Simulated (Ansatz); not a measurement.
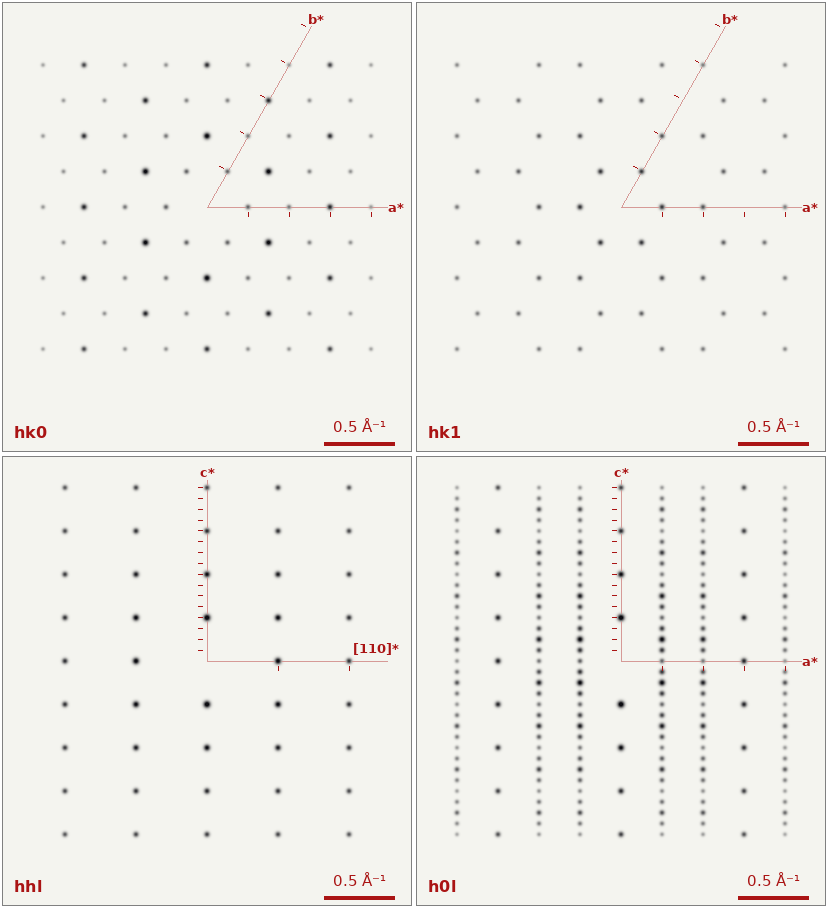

Four undistorted layers of reciprocal space, calculated for a single crystal (X-rays, kinematic |F|², B = 0.5 Å²). Tick marks count the reciprocal lattice steps of the conventional cell along each axis.

The compound is Ca. Structure: the end point of a relaxation with DFT, BLYP, plane waves (420 eV) with PAW, scalar-relativistic (Ansatz 0.2.0); the starting structure was generated, so it need not be a known form of this composition.

### What cell do the layers give?

a* = 0.295, b* = 0.295, c* = 0.078 Å⁻¹, γ* = 60°; the cell is hexagonal with a = 3.92 Å, c = 12.84 Å (hexagonal axes).

### Which reflection conditions do the layers show?

Reflections are present only under these conditions. hkl: no condition; hk0: no condition; h0l: no condition; hhl: l = 2n; 00l: l = 2n. The lattice is primitive (P). Further gaps, such as 0 3 1, 3 0 1, 3 0 3, come from atoms on special positions, not from the group's general conditions. A few very weak reflections are below the display threshold.

### Which space groups fit?

The intensities have Laue symmetry 6/mmm (the hk0 layer shows 6mm, hk1 shows 6mm). With these conditions the candidates are P6_3mc (No. 186), P-62c (No. 190), P6_3/mmc (No. 194). Diffraction geometry alone does not choose among them; the structure has P6_3/mmc.
